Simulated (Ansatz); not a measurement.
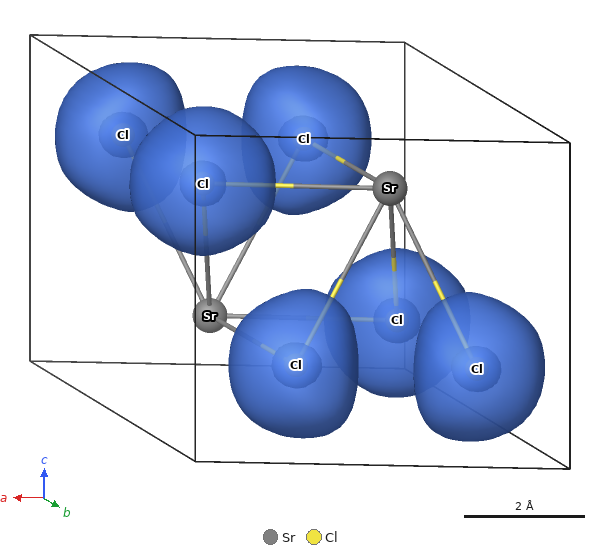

Figure 1: SrCl3. Isosurface of the electron localisation function at 0.7 (blue), seen at an oblique angle. Only the valence region is drawn (cores and ρ < 0.01 e/Å³ removed). Sticks mark near contacts.

Space group P6₃/mmc; a structure from a database of computed crystals, not necessarily the ambient phase; started from the database_194 prototype, which need not be the ambient phase.

All numbers below come from DFT PBE, scalar-relativistic, plane waves, PAW in Ansatz 0.2.0.

The calculation's input:

```
crystal:
  lattice:
    - [3.1699231333, -5.4904677691, 0.0]
    - [3.1699231333, 5.4904677691, 0.0]
    - [0.0, 0.0, 5.721023]
  atoms:
    - { symbol: Sr, position: [0.666666, 0.333334, 0.25] }
    - { symbol: Sr, position: [0.333334, 0.666666, 0.75] }
    - { symbol: Cl, position: [0.346076, 0.173039, 0.75] }
    - { symbol: Cl, position: [0.826961, 0.173039, 0.75] }
    - { symbol: Cl, position: [0.826961, 0.653924, 0.75] }
    - { symbol: Cl, position: [0.653924, 0.826961, 0.25] }
    - { symbol: Cl, position: [0.173039, 0.826961, 0.25] }
    - { symbol: Cl, position: [0.173039, 0.346076, 0.25] }
basis:
  ecutwfc: 420
kpoints:
  mp_grid: { grid: [6, 6, 8] }
hamiltonian:
  xc: pbe
scf:
  occupations: { method: gaussian, width: 0.1 }
output:
  forces: true
  stress: true
  eigenvalues: true
  write_density: true
  write_potential: true
  elf: true
  volumetric_format: npy
relax:
  adjacent_minimum: "off"
  f_tol: 0.01
  max_steps: 80
  cell: { stress_tol: 0.05 }
```

Run with:

```sh
ansatz run input.yaml --threads 1 --pin off --max-ram 2560MiB --backend cpu --events-out ev --progress --plain --runs-dir out
```

Below, planes, directions and counts refer to the conventional cell (a = 6.30 Å, b = 6.30 Å, c = 5.73 Å, α = 90.00°, β = 90.00°, γ = 120.00°).

The fields are those of the relaxed geometry.

Question: Where are the electrons localised?

Answer: The ELF exceeds this value in six regions wrapped around Cl (the valence shell of each), counted in one cell of 8 atoms. Regions shared between cells count once.

Values along the shortest contacts:
Sr–Cl (3.15 Å): the ELF is about 0.10 at the midpoint (no shared electron pair shows on this line). Sr–Cl (3.36 Å): the ELF is about 0.05 at the midpoint (no localised pair shows between them).

Question: Does the calculation make it a metal, or give it a gap?

Answer: It is gapless in this calculation (a metal or semimetal).
